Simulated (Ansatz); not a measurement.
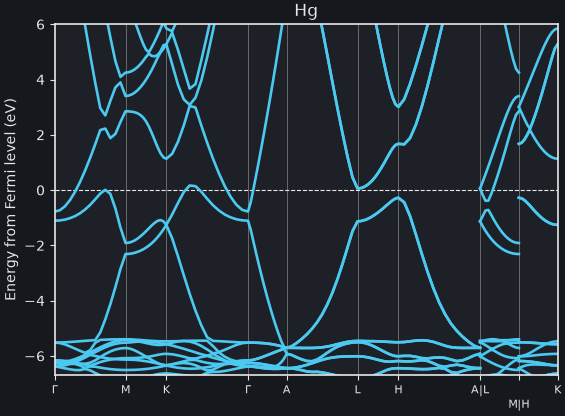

Band structure of Hg, space group P6_3/mmc (No. 194), 2 atoms in the cell. Computed with Ansatz 0.2.0: DFT PBE+D3(BJ), scalar-relativistic, plane waves, PAW, no spin polarisation, 15×15×8 k mesh, Gaussian smearing of 0.1 eV. Energies are counted from the Fermi level.

A metal: 2 bands cross the Fermi level along this path. The last band that the electron count would fill rises to 0.17 eV above the Fermi level between K and Γ, leaving holes there, and the next band dips to 0.78 eV below it at Γ, holding electrons: an overlap of 0.94 eV.

Spin-orbit coupling is left out, which matters for Hg.
